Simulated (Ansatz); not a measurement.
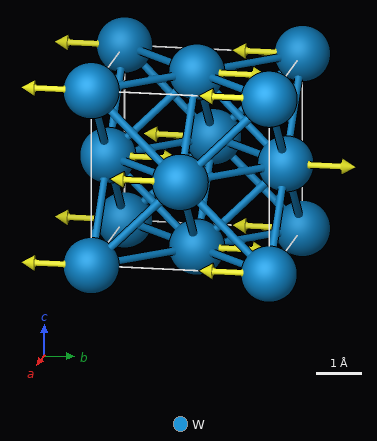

Lattice vibrations of crystalline W, at the zone centre of a doubled cell. The levels lie at 88 (×2), 198 cm⁻¹. One mode is drawn. The yellow arrows give the relative displacements of the atoms. A ball-and-stick model of the conventional cell (2 times the calculation's cell), seen slightly off an axis. Lengths and directions refer to the drawn axes.

All numbers below come from Ansatz 0.2.0, DFT PBEsol, scalar-relativistic, plane waves, PAW. Settings: plane-wave cutoff 420 eV; k-point mesh 16 × 16 × 12; occupations gaussian; smearing width 0.15 eV; no spin polarisation.

To which level does it belong?

Answer. The level at 88 cm⁻¹. This is a doubly degenerate mode (one member of the set is drawn), the lowest level (the three translations aside). All motion is along b; atoms of one kind move against one another, with no net shift of their sublattice. It changes sign from one half of the doubled cell to the other: it belongs to the zone boundary, q = (0, 1/2, 1/2) in the reciprocal vectors of the undoubled cell.
